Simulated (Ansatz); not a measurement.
GePt

```cif
data_structure
_symmetry_space_group_name_H-M 'P 1'
_symmetry_Int_Tables_number 1
_cell_length_a 3.1907
_cell_length_b 3.1907
_cell_length_c 3.1907
_cell_angle_alpha 90.000
_cell_angle_beta 90.000
_cell_angle_gamma 90.000
_cell_volume 32.48
loop_
_atom_site_label
_atom_site_type_symbol
_atom_site_fract_x
_atom_site_fract_y
_atom_site_fract_z
_atom_site_occupancy
Ge1 Ge 0.00000 0.00000 0.00000 1
Pt1 Pt 0.50000 0.50000 0.50000 1
```

Space group Pm-3m; started from the caesium chloride_221 prototype, which need not be the ambient phase.

All numbers below come from Ansatz 0.2.0, DFT PBE, scalar-relativistic, plane waves, PAW.

**What can the converged valence pseudo-density and electron localisation function tell about the bonding?**

Ge–Pt (2.76 Å): ρ at the midpoint is about 0.33 e/Å³; the ELF is about 0.35 at the midpoint; no shared electron pair shows on this line.

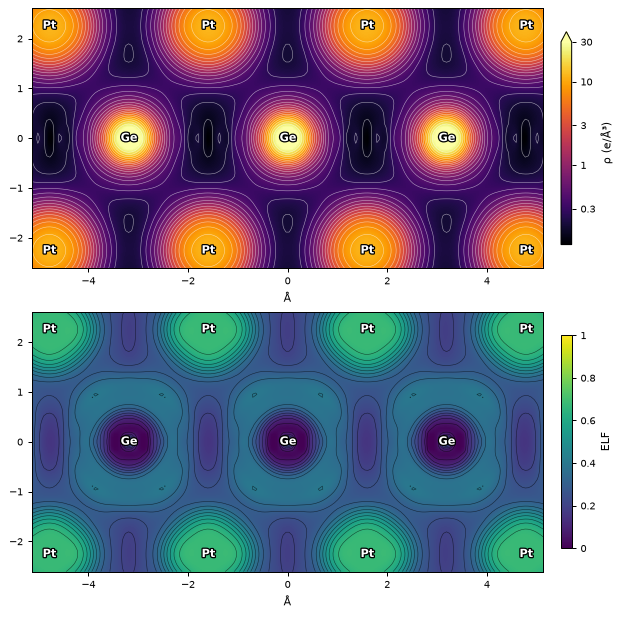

Computed valence pseudo-density and electron localisation function on the (110) plane of the conventional cell, in this order. 
